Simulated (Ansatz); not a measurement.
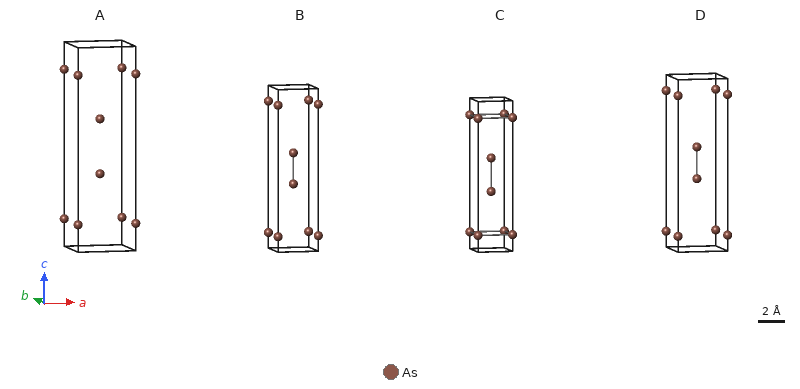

4 geometries from one relaxation of crystalline As (set up in I4/mmm) (coarse preliminary run), in shuffled order. Style: ball-and-stick. Shown: the conventional cell (2 times the calculation's cell), slightly off an axis. Lengths and directions refer to the drawn axes.

Case: 4 of 4 Ca taken out, relaxed.

Computed with DFT PBE, scalar-relativistic, plane waves, PAW (Ansatz 0.2.0). (plane-wave cutoff 420 eV; k-point mesh 6 × 6 × 6; occupations gaussian; smearing width 0.1 eV; no spin polarisation; cell and atoms relaxed; force threshold 0.0325 eV/Å; at most 70 steps)

> Put them in the order of the run, from the start to the converged end.

A, D, B, C. They are steps 0, 4, 9, 17, at +6.738 eV per cell of the calculation, +2.435 eV per cell of the calculation, +0.908 eV per cell of the calculation relative to the last. The energy falls by 6.738 eV per cell of the calculation in 15 accepted moves (17 points after the start). The largest force component goes from 0.39 to 0.0053 eV/Å. The pressure goes from −3.62 to 0.01 GPa. The line search rejected the trial step at point 13 of the run. The SCF was repeated once at an unchanged geometry on a basis and grid sized afresh for the cell, which shifted the energy by 1.7 meV per cell of the calculation at most. The largest moves relative to the cell, 0.27 Å, are those of As atoms. The drawn cell changes as follows: a = b 4.576 → 2.735 Å (−40.2 %), c 15.847 → 11.676 Å (−26.3 %); the volume changes by −73.7 %. Among the contacts that change: As–As 4.576 → 2.735 Å, As–As 4.255 → 2.602 Å. New bonds form: As–As (4.25 → 2.60 Å). The space group stays I4/mmm (No. 139). Cost: 47 s on 2 threads of Arm Neoverse V1, with other jobs on the host, peak memory 0.43 GiB.
